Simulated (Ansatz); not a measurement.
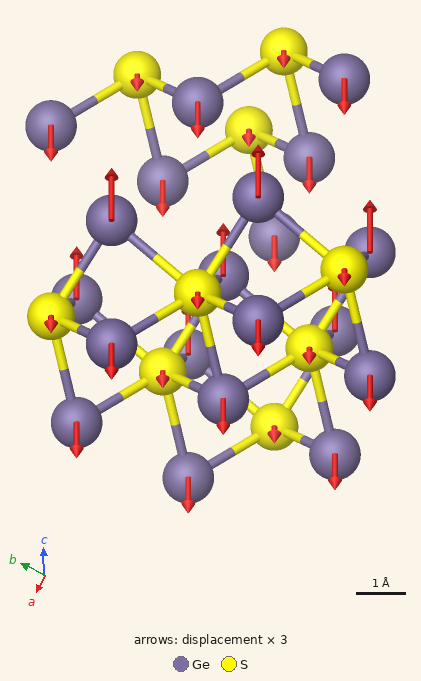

A relaxation of crystalline Ge2S (built on the 3R molybdenite_160 type) (coarse preliminary run). The starting structure is drawn; red arrows show the displacements (the part carried along by the change of the cell is left out), 3 times their true length.

The picture is a ball-and-stick view of the atoms within 5.0 Å of the atom that moves most (axes of the conventional cell (3 times the calculation's cell)), seen from a free direction. Lengths and directions refer to the drawn axes.

Case: 3R molybdenite type (R3m, No. 160).

All numbers below come from DFT PBE, scalar-relativistic, plane waves, PAW in Ansatz.

Input
```yaml
crystal:
  lattice:
    - [1.5788254429, 0.9115352945, 6.1129731384]
    - [-1.5788254429, 0.9115352945, 6.1129731384]
    - [0.0, -1.8230705889, 6.1129731384]
  atoms:
    - { symbol: Ge, position: [0.7484, 0.7484, 0.7484] }
    - { symbol: Ge, position: [0.5849, 0.5849, 0.5849] }
    - { symbol: S, position: [0.0, 0.0, 0.0] }
basis:
  ecutwfc: 420
kpoints:
  mp_grid: { grid: [6, 6, 6] }
hamiltonian:
  xc: pbe
scf:
  occupations: { method: gaussian, width: 0.1 }
  lower_state_search: "off"
output:
  forces: true
  stress: true
  eigenvalues: true
relax:
  adjacent_minimum: "off"
  f_tol: 0.04
  max_steps: 70
  cell: { stress_tol: 0.4 }
```

Launched with:
```bash
ansatz run input.yaml --threads 1 --pin off --max-ram 2560MiB --backend cpu --events-out ev --progress --plain --runs-dir out
```

Question: Which element moves most?

Answer: Germanium: up to 0.43 Å, against 0.14 Å for sulfur.

Question: What did the optimiser do to the structure, and how much energy did it gain?

Answer: After 6 accepted moves (7 points after the start) the energy has fallen by 515 meV per atom. The largest force component goes from 4.1 to 0.014 eV/Å. The pressure goes from 24.32 to 0.25 GPa. The SCF was repeated once at an unchanged geometry on a basis and grid sized afresh for the cell, which shifted the energy by 0.7 meV per atom at most. The atom that moves furthest relative to the cell is Ge2 (0.43 Å along +c). Largest moves by element: Ge 0.43 Å, S 0.14 Å. Cell: a = b 3.158 → 3.376 Å (+6.9 %), c 18.339 → 17.818 Å (−2.8 %). Volume +11.0 %. Near-neighbour distances that change, for instance: Ge2–S3 2.361 → 2.808 Å, Ge1–S3 2.360 → 2.527 Å. Among the angles between lasting bonds that change: Ge2–S3–Ge2 84.0° → 73.9°, S3–Ge2–S3 84.0° → 73.9°, Ge1–S3–Ge2 78.9° → 85.6°. The space group stays R3m (No. 160).
